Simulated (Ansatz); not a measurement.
**AlGaN2: geometry relaxation (part 1 of 2)**

- system: AlGaN2 (P-4m2, 4 atoms in the cell)
- method: DFT LDA, scalar-relativistic, plane waves, PAW, no spin polarisation (Ansatz 0.2.0)

The structure derives from a Materials Project entry. Figures and captions count atoms from 1; the log counts them from 0 in places.

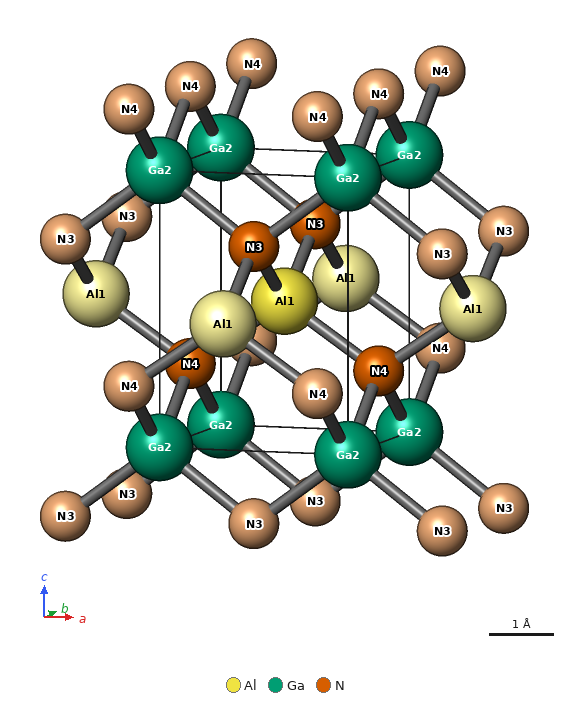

Fig. 1: The starting structure (ball-and-stick view of the cell of the calculation, seen slightly off an axis; neighbours outside the cell are drawn fainter; atoms are numbered from 1 in the order of the input). Near neighbours in the crystal (not all of them lie inside the picture): Al has 4 N at 1.89 Å; Ga has 4 N at 1.95 Å; N has 2 Al at 1.89 Å and 2 Ga at 1.95 Å.

**Input file**
```yaml
crystal:
  lattice:
    - [3.1408770487, 0.0, 0.0]
    - [0.0, 3.1408770487, 0.0]
    - [0.0, 0.0, 4.42383794]
  atoms:
    - { symbol: Al, position: [0.5, 0.5, 0.5] }
    - { symbol: Ga, position: [0.0, 0.0, 0.0] }
    - { symbol: "N", position: [0.5, 0.0, 0.73826481] }
    - { symbol: "N", position: [0.0, 0.5, 0.26173519] }
basis:
  ecutwfc: 420
kpoints:
  mp_grid: { grid: [8, 8, 6] }
hamiltonian:
  xc: lda
scf:
  occupations: { method: gaussian, width: 0.02 }
output:
  forces: true
  stress: true
  eigenvalues: true
  write_density: true
  write_potential: true
  elf: true
  volumetric_format: npy
relax:
  adjacent_minimum: "off"
  f_tol: 0.005
  max_steps: 80
  cell: { stress_tol: 0.05 }
```

Run as:
```bash
ansatz run input.yaml --threads 1 --pin off --max-ram 2560MiB --backend cpu --events-out ev --progress --plain --runs-dir out
```

**What the program printed**
```
Engine: ansatz 0.2.0, x86_64-unknown-linux-gnu
Pseudopotentials: kind: paw
Pseudopotential: Al, paw, valence charge 3, recommended cutoff 420 eV (normal), Al.paw.azcp
Pseudopotential: Ga, paw, valence charge 13, recommended cutoff 420 eV (normal), Ga.paw.azcp
Pseudopotential: N, paw, valence charge 5, recommended cutoff 420 eV (normal), N.paw.azcp
Functional definition: SPW92
  exchange = slater_x
  correlation = pw_c
Crystal: 4 atoms, lattice volume = 43.642 Å³
Basis set: ecut = 420 eV, 855 PW (Γ)
Bands: 17, of which v1, the nominal top of the filled ones, is band 13 counted from 1 (12 counted from 0)
Symmetry: 8 space group operations
Space group: P-4m2 (ITA 115), of the structure as read, at distance tolerance 3.5e-5 Å
k-points: 60 of 384 (time reversal used)
Non-local potential: Al, projectors of the file, l = 0: 2, l = 1: 2, l = 2: 1
Non-local potential: Ga, projectors of the file, l = 0: 2, l = 1: 2, l = 2: 3, l = 3: 1
Non-local potential: N, projectors of the file, l = 0: 2, l = 1: 2, l = 2: 1
PAW form: soft (Blöchl's): semilocal exchange-correlation on the pseudo side does not see the compensation charge
PAW frozen core: Al, regenerated for the run's functional, and the local potential with it (the file was generated under x = pbe(κ = 0.804, μ = 0.2195149727645171), c = pbe(β = 0.06672455060314922))
PAW frozen core: Ga, regenerated for the run's functional, and the local potential with it (the file was generated under x = pbe(κ = 0.804, μ = 0.2195149727645171), c = pbe(β = 0.06672455060314922))
PAW frozen core: N, regenerated for the run's functional, and the local potential with it (the file was generated under x = pbe(κ = 0.804, μ = 0.2195149727645171), c = pbe(β = 0.06672455060314922))
PAW one-centre angular grid: Al, 110 points (default); XC on 64 Gauss nodes
PAW one-centre angular grid: Ga, 590 points (default); XC on 64 Gauss nodes
PAW one-centre angular grid: N, 110 points (default); XC on 64 Gauss nodes
Initial density: superposition of atomic densities (neutral atoms: chi_scale 0, normalization atom), corrected by the library's trained network
Initial wavefunctions: pseudopotential atomic-orbital guess
Functional: x = slater, c = lda
SCF iter   1: F=—  HF=-4971.889880 eV  |F-HF|=—  |Δ(HF+E_count)|=         —  Δρ=1.14e-2  dr2=5.72e-2  ethr=1.77e-3  ⟨swp⟩=5.9  Hψ=5237  notcnv=0
preconditioner: auto → none  [insulator: Δε(μ)=2.767 eV  Ē_g=15.532 eV  σ=0.020 eV  W_gap=1.00  n_scr=14 (ndim 8)  ℏωp=28.7 eV  f_vac=0.000  D(μ)=0.00/eV (n_scr^D=0)  ε∞_Penn≈4.4]
SCF iter   2: F=—  HF=-4971.873767 eV  |F-HF|=—  |Δ(HF+E_count)|=   1.61e-2  Δρ=2.97e-3  dr2=2.51e-3  ethr=2.20e-4  ⟨swp⟩=2.8  Hψ=2107  notcnv=0
SCF iter   3: F=—  HF=-4971.872929 eV  |F-HF|=—  |Δ(HF+E_count)|=   8.38e-4  Δρ=1.12e-3  dr2=1.88e-4  ethr=9.65e-6  ⟨swp⟩=2.4  Hψ=1701  notcnv=0
SCF iter   4: F=—  HF=-4971.872873 eV  |F-HF|=—  |Δ(HF+E_count)|=   5.59e-5  Δρ=2.07e-4  dr2=1.88e-5  ethr=7.23e-7  ⟨swp⟩=2.7  Hψ=1772  notcnv=0
SCF iter   5: F=—  HF=-4971.872856 eV  |F-HF|=—  |Δ(HF+E_count)|=   1.66e-5  Δρ=3.38e-5  dr2=2.91e-7  ethr=7.24e-8  ⟨swp⟩=2.0  Hψ=1787  notcnv=0
SCF iter   6: F=-4971.872856 eV  HF=-4971.872856 eV  |F-HF|=1.11e-8  |Δ(HF+E_count)|=   3.09e-8  Δρ=4.79e-6  dr2=1.51e-8  ethr=3.85e-10  ⟨swp⟩=8.0  Hψ=6698  notcnv=0
SCF 1 converged in 6 iterations: F = -4971.872856 eV  dr2 = 1.51e-8
  greatest PAW one-centre occupation: 0.996 electrons in one spin orbital (limit 2), on the Ga atom at site 1 (counted from 0), in its partial waves of l = 2
relax step   1: F+E_penalty+E_count = -4971.87285636 eV  Δ(F+E_penalty+E_count) = +0.000e0 eV  max|allowed force component| = 1.967e-1 eV/Å  Δτ_max = 0.0000 Å  P = -4.971 GPa  Ω = 43.642 Å³  (6 SCF iters, dr2 threshold 1.00e-7 eV, accepted)
Crystal: 4 atoms, lattice volume = 43.026 Å³
Initial density: handed on by an earlier stage of this run
Initial wavefunctions: those handed on with the density
iter 1 solved again at ethr=1.89e-5 eV; its pass at ethr=3.10e-3 eV (dr2=4.91e-3 eV) is discarded
SCF iter   1: F=—  HF=-4971.892102 eV  |F-HF|=—  |Δ(HF+E_count)|=         —  Δρ=3.25e-3  dr2=5.01e-3  ethr=1.89e-5  ⟨swp⟩=1.0  Hψ=5139  notcnv=0
preconditioner: auto → none  [insulator: Δε(μ)=2.994 eV  Ē_g=15.685 eV  σ=0.020 eV  W_gap=1.00  n_scr=14 (ndim 8)  ℏωp=28.9 eV  f_vac=0.000  D(μ)=0.00/eV (n_scr^D=0)  ε∞_Penn≈4.4]
SCF iter   2: F=—  HF=-4971.890614 eV  |F-HF|=—  |Δ(HF+E_count)|=   1.49e-3  Δρ=5.07e-4  dr2=1.28e-4  ethr=1.89e-5  ⟨swp⟩=2.0  Hψ=1613  notcnv=0
SCF iter   3: F=—  HF=-4971.890570 eV  |F-HF|=—  |Δ(HF+E_count)|=   4.44e-5  Δρ=1.97e-4  dr2=1.06e-5  ethr=4.93e-7  ⟨swp⟩=2.3  Hψ=1500  notcnv=0
SCF iter   4: F=—  HF=-4971.890567 eV  |F-HF|=—  |Δ(HF+E_count)|=   3.35e-6  Δρ=6.84e-5  dr2=1.44e-6  ethr=4.06e-8  ⟨swp⟩=2.1  Hψ=1736  notcnv=0
iter 5 did not close the SCF: its close was put off for the readings that it lacked (scf_convergence_deferred on its scf_iter line)
SCF iter   5: F=-4971.890566 eV  HF=-4971.890566 eV  |F-HF|=1.10e-8  |Δ(HF+E_count)|=   1.06e-6  Δρ=1.06e-5  dr2=2.56e-8  ethr=5.55e-9  ⟨swp⟩=2.0  Hψ=1783  notcnv=0
SCF iter   6: F=-4971.890566 eV  HF=-4971.890566 eV  |F-HF|=4.48e-10  |Δ(HF+E_count)|=   3.57e-9  Δρ=2.95e-6  dr2=1.84e-9  ethr=9.83e-11  ⟨swp⟩=4.8  Hψ=5863  notcnv=0
SCF 2 converged in 6 iterations: F = -4971.890566 eV  dr2 = 1.84e-9
relax step   2: F+E_penalty+E_count = -4971.89056564 eV  Δ(F+E_penalty+E_count) = -1.771e-2 eV  max|allowed force component| = 7.149e-2 eV/Å  Δτ_max = 0.0051 Å  P = -2.174 GPa  Ω = 43.026 Å³  energy of the carried Pulay correction = +2.521e-3 eV  (6 SCF iters, dr2 threshold 4.00e-7 eV, accepted)
Crystal: 4 atoms, lattice volume = 42.562 Å³
Basis set: ecut = 420 eV, 847 PW (Γ)
iter 1 solved again at ethr=1.10e-5 eV; its pass at ethr=3.10e-3 eV (dr2=2.86e-3 eV) is discarded
SCF iter   1: F=—  HF=-4971.896654 eV  |F-HF|=—  |Δ(HF+E_count)|=         —  Δρ=2.50e-3  dr2=2.92e-3  ethr=1.10e-5  ⟨swp⟩=1.0  Hψ=5136  notcnv=0
preconditioner: auto → none  [insulator: Δε(μ)=3.072 eV  Ē_g=15.764 eV  σ=0.020 eV  W_gap=1.00  n_scr=14 (ndim 8)  ℏωp=29.0 eV  f_vac=0.000  D(μ)=0.00/eV (n_scr^D=0)  ε∞_Penn≈4.4]
SCF iter   2: F=—  HF=-4971.895785 eV  |F-HF|=—  |Δ(HF+E_count)|=   8.69e-4  Δρ=3.92e-4  dr2=7.58e-5  ethr=1.10e-5  ⟨swp⟩=2.0  Hψ=1592  notcnv=0
SCF iter   3: F=—  HF=-4971.895757 eV  |F-HF|=—  |Δ(HF+E_count)|=   2.82e-5  Δρ=1.48e-4  dr2=6.01e-6  ethr=2.91e-7  ⟨swp⟩=2.1  Hψ=1436  notcnv=0
SCF iter   4: F=—  HF=-4971.895755 eV  |F-HF|=—  |Δ(HF+E_count)|=   1.95e-6  Δρ=5.10e-5  dr2=8.44e-7  ethr=2.31e-8  ⟨swp⟩=2.0  Hψ=1736  notcnv=0
iter 5 did not close the SCF: its close was put off for the readings that it lacked (scf_convergence_deferred on its scf_iter line)
SCF iter   5: F=-4971.895755 eV  HF=-4971.895755 eV  |F-HF|=7.63e-9  |Δ(HF+E_count)|=   6.42e-7  Δρ=8.14e-6  dr2=1.54e-8  ethr=3.25e-9  ⟨swp⟩=2.0  Hψ=1789  notcnv=0
SCF iter   6: F=-4971.895755 eV  HF=-4971.895755 eV  |F-HF|=3.04e-10  |Δ(HF+E_count)|=   2.88e-9  Δρ=2.21e-6  dr2=1.05e-9  ethr=5.92e-11  ⟨swp⟩=4.9  Hψ=5640  notcnv=0
SCF 3 converged in 6 iterations: F = -4971.895755 eV  dr2 = 1.05e-9
relax step   3: F+E_penalty+E_count = -4971.89575454 eV  Δ(F+E_penalty+E_count) = -5.189e-3 eV  max|allowed force component| = 7.436e-3 eV/Å  Δτ_max = 0.0031 Å  P = +0.078 GPa  Ω = 42.562 Å³  energy of the carried Pulay correction = +4.445e-3 eV  (6 SCF iters, dr2 threshold 4.00e-7 eV, accepted)
Crystal: 4 atoms, lattice volume = 42.578 Å³
iter 1 solved again at ethr=1.61e-8 eV; its pass at ethr=3.10e-3 eV (dr2=4.19e-6 eV) is discarded
SCF iter   1: F=—  HF=-4971.895695 eV  |F-HF|=—  |Δ(HF+E_count)|=         —  Δρ=9.57e-5  dr2=4.28e-6  ethr=1.61e-8  ⟨swp⟩=1.5  Hψ=5213  notcnv=0
preconditioner: auto → none  [insulator: Δε(μ)=3.049 eV  Ē_g=15.752 eV  σ=0.020 eV  W_gap=1.00  n_scr=14 (ndim 8)  ℏωp=29.0 eV  f_vac=0.000  D(μ)=0.00/eV (n_scr^D=0)  ε∞_Penn≈4.4]
SCF iter   2: F=—  HF=-4971.895694 eV  |F-HF|=—  |Δ(HF+E_count)|=   1.28e-6  Δρ=1.53e-5  dr2=9.91e-8  ethr=1.61e-8  ⟨swp⟩=2.0  Hψ=1388  notcnv=0
iter 3 did not close the SCF: its close was put off for the readings that it lacked (scf_convergence_deferred on its scf_iter line)
SCF iter   3: F=-4971.895694 eV  HF=-4971.895694 eV  |F-HF|=5.82e-9  |Δ(HF+E_count)|=   3.10e-8  Δρ=6.10e-6  dr2=9.39e-9  ethr=3.81e-10  ⟨swp⟩=2.4  Hψ=1692  notcnv=0
iter 4 did not close the SCF: its close was put off for the readings that it lacked (scf_convergence_deferred on its scf_iter line)
SCF iter   4: F=-4971.895694 eV  HF=-4971.895694 eV  |F-HF|=1.75e-9  |Δ(HF+E_count)|=   2.88e-9  Δρ=2.21e-6  dr2=1.20e-9  ethr=3.61e-11  ⟨swp⟩=2.6  Hψ=1840  notcnv=0
iter 5 did not close the SCF: its close was put off for the readings that it lacked (scf_convergence_deferred on its scf_iter line)
SCF iter   5: F=-4971.895694 eV  HF=-4971.895694 eV  |F-HF|=5.46e-12  |Δ(HF+E_count)|=  6.80e-10  Δρ=3.99e-7  dr2=2.98e-11  ethr=4.61e-12  ⟨swp⟩=2.0  Hψ=1777  notcnv=0
SCF iter   6: F=-4971.895694 eV  HF=-4971.895694 eV  |F-HF|=0.00e0  |Δ(HF+E_count)|=    0.00e0  Δρ=9.46e-8  dr2=1.54e-12  ethr=1.00e-12  ⟨swp⟩=4.0  Hψ=4509  notcnv=0
SCF 4 converged in 6 iterations: F = -4971.895694 eV  dr2 = 1.54e-12
relax step   4: F+E_penalty+E_count = -4971.89569359 eV  Δ(F+E_penalty+E_count) = +6.094e-5 eV  max|allowed force component| = 4.850e-4 eV/Å  Δτ_max = 0.0003 Å  P = -0.003 GPa  Ω = 42.578 Å³  energy of the carried Pulay correction = +4.378e-3 eV  (6 SCF iters, accepted)
Initial wavefunctions: pseudopotential atomic-orbital guess (no wavefunctions were taken with the density)
iter 1 solved again at ethr=3.30e-8 eV; its pass at ethr=3.10e-3 eV (dr2=8.58e-6 eV) is discarded
SCF iter   1: F=—  HF=-4971.891781 eV  |F-HF|=—  |Δ(HF+E_count)|=         —  Δρ=1.65e-4  dr2=1.78e-6  ethr=3.30e-8  ⟨swp⟩=3.0  Hψ=8250  notcnv=0
preconditioner: auto → none  [insulator: Δε(μ)=3.050 eV  Ē_g=15.752 eV  σ=0.020 eV  W_gap=1.00  n_scr=14 (ndim 8)  ℏωp=29.0 eV  f_vac=0.000  D(μ)=0.00/eV (n_scr^D=0)  ε∞_Penn≈4.4]
SCF iter   2: F=—  HF=-4971.891782 eV  |F-HF|=—  |Δ(HF+E_count)|=   1.50e-6  Δρ=7.78e-5  dr2=3.47e-7  ethr=6.84e-9  ⟨swp⟩=2.6  Hψ=1627  notcnv=0
SCF iter   3: F=—  HF=-4971.891782 eV  |F-HF|=—  |Δ(HF+E_count)|=   1.94e-7  Δρ=1.45e-5  dr2=1.70e-8  ethr=1.34e-9  ⟨swp⟩=2.1  Hψ=1804  notcnv=0
SCF iter   4: F=—  HF=-4971.891782 eV  |F-HF|=—  |Δ(HF+E_count)|=   2.23e-9  Δρ=2.97e-6  dr2=1.63e-9  ethr=6.54e-11  ⟨swp⟩=2.0  Hψ=1794  notcnv=0
SCF iter   5: F=—  HF=-4971.891782 eV  |F-HF|=—  |Δ(HF+E_count)|=   1.37e-9  Δρ=7.93e-7  dr2=7.80e-11  ethr=6.27e-12  ⟨swp⟩=2.0  Hψ=1774  notcnv=0
SCF iter   6: F=-4971.891782 eV  HF=-4971.891782 eV  |F-HF|=5.46e-12  |Δ(HF+E_count)|=  1.64e-11  Δρ=1.19e-7  dr2=6.01e-12  ethr=1.00e-12  ⟨swp⟩=5.0  Hψ=4154  notcnv=0
SCF 5 converged in 6 iterations: F = -4971.891782 eV  dr2 = 6.01e-12
relax step   5: F+E_penalty+E_count = -4971.89178237 eV  Δ(F+E_penalty+E_count) = +3.911e-3 eV  max|allowed force component| = 1.069e-3 eV/Å  Δτ_max = 0.0000 Å  P = -0.141 GPa  Ω = 42.578 Å³  stress off target by 1.47e-1 GPa  SCF on the basis re-selected at this cell (its energy is not comparable with the rows above)  (6 SCF iters)
basis re-selected at this cell: Δ(F+E_penalty+E_count) = +3.911e-3 eV, ΔP = -0.139 GPa vs the last step (what re-selecting the basis moved, of the pressure what is left beyond the Pulay correction that the steps carried, after the strain that the cell walked since its last selection, with what the two solves' SCF thresholds leave and, on support functions, any second-order correction that the steps lacked; it is no measure of the basis error at this ecutwfc). This SCF's stress stands 1.47e-1 GPa from its target on what of the cell is left free (relax.cell.stress_tol is 5.00e-2 GPa) and its largest allowed force component is 1.07e-3 eV/Å (relax.f_tol is 5.00e-3 eV/Å): not within both, so this SCF does not close the relaxation
Crystal: 4 atoms, lattice volume = 42.550 Å³
iter 1 solved again at ethr=3.93e-8 eV; its pass at ethr=3.10e-3 eV (dr2=1.02e-5 eV) is discarded
SCF iter   1: F=—  HF=-4971.891915 eV  |F-HF|=—  |Δ(HF+E_count)|=         —  Δρ=1.47e-4  dr2=1.04e-5  ethr=3.93e-8  ⟨swp⟩=1.0  Hψ=4890  notcnv=0
preconditioner: auto → none  [insulator: Δε(μ)=3.056 eV  Ē_g=15.757 eV  σ=0.020 eV  W_gap=1.00  n_scr=14 (ndim 8)  ℏωp=29.0 eV  f_vac=0.000  D(μ)=0.00/eV (n_scr^D=0)  ε∞_Penn≈4.4]
SCF iter   2: F=—  HF=-4971.891912 eV  |F-HF|=—  |Δ(HF+E_count)|=   3.13e-6  Δρ=2.51e-5  dr2=3.03e-7  ethr=3.93e-8  ⟨swp⟩=2.0  Hψ=1382  notcnv=0
iter 3 did not close the SCF: its close was put off for the readings that it lacked (scf_convergence_deferred on its scf_iter line)
SCF iter   3: F=-4971.891912 eV  HF=-4971.891912 eV  |F-HF|=1.16e-8  |Δ(HF+E_count)|=   1.14e-7  Δρ=8.43e-6  dr2=1.92e-8  ethr=1.17e-9  ⟨swp⟩=2.0  Hψ=1366  notcnv=0
iter 4 did not close the SCF: its close was put off for the readings that it lacked (scf_convergence_deferred on its scf_iter line)
SCF iter   4: F=-4971.891912 eV  HF=-4971.891912 eV  |F-HF|=6.58e-9  |Δ(HF+E_count)|=   6.47e-9  Δρ=2.88e-6  dr2=2.94e-9  ethr=7.37e-11  ⟨swp⟩=2.0  Hψ=1761  notcnv=0
iter 5 did not close the SCF: its close was put off for the readings that it lacked (scf_convergence_deferred on its scf_iter line)
SCF iter   5: F=-4971.891912 eV  HF=-4971.891912 eV  |F-HF|=1.91e-11  |Δ(HF+E_count)|=   2.42e-9  Δρ=4.03e-7  dr2=4.36e-11  ethr=1.13e-11  ⟨swp⟩=2.0  Hψ=1790  notcnv=0
SCF iter   6: F=-4971.891912 eV  HF=-4971.891912 eV  |F-HF|=3.64e-12  |Δ(HF+E_count)|=    0.00e0  Δρ=7.81e-8  dr2=2.41e-12  ethr=1.00e-12  ⟨swp⟩=4.0  Hψ=4552  notcnv=0
SCF 6 converged in 6 iterations: F = -4971.891912 eV  dr2 = 2.41e-12
relax step   6: F+E_penalty+E_count = -4971.89191157 eV  Δ(F+E_penalty+E_count) = -1.292e-4 eV  max|allowed force component| = 5.526e-4 eV/Å  Δτ_max = 0.0000 Å  P = -0.004 GPa  Ω = 42.550 Å³  energy of the carried Pulay correction = +1.164e-4 eV  (6 SCF iters, accepted)
iter 1 solved again at ethr=3.77e-8 eV; its pass at ethr=3.10e-3 eV (dr2=9.81e-6 eV) is discarded
```
